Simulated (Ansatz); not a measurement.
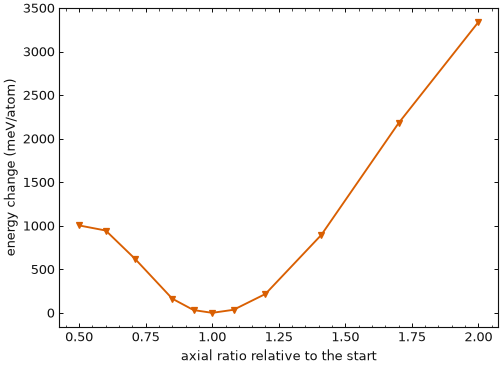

The picture above shows the energy change against relative axial ratio.

Method: deformation of a crystal at fixed volume, lengths along the axis scaled against those across it, fractional coordinates fixed, by plane-wave density functional theory with PAW datasets, free energies less that of the undisturbed cell, pressure positive in compression; scalar-relativistic (Ansatz 0.2.0). Level: PBEsol, no spin polarisation.

For which of these solids was it computed?
A. WC, Fm-3m (No. 225), 10.3 Å³/atom, path tetragonal
B. MgO, Fm-3m (No. 225), 9.7 Å³/atom, path tetragonal
C. HfN, Fm-3m (No. 225), 11.5 Å³/atom, path trigonal

Answer. C, HfN: energy change from 0 meV/atom to 3338 meV/atom. The others give: MgO, energy change from 0 meV/atom to 1392 meV/atom; WC, energy change from 0 meV/atom to 2369 meV/atom.

For HfN, limits of the calculation: no spin polarisation, a magnetic state may lie lower; reference crystal is not relaxed.

For MgO, limits of the calculation: reference crystal is not relaxed.
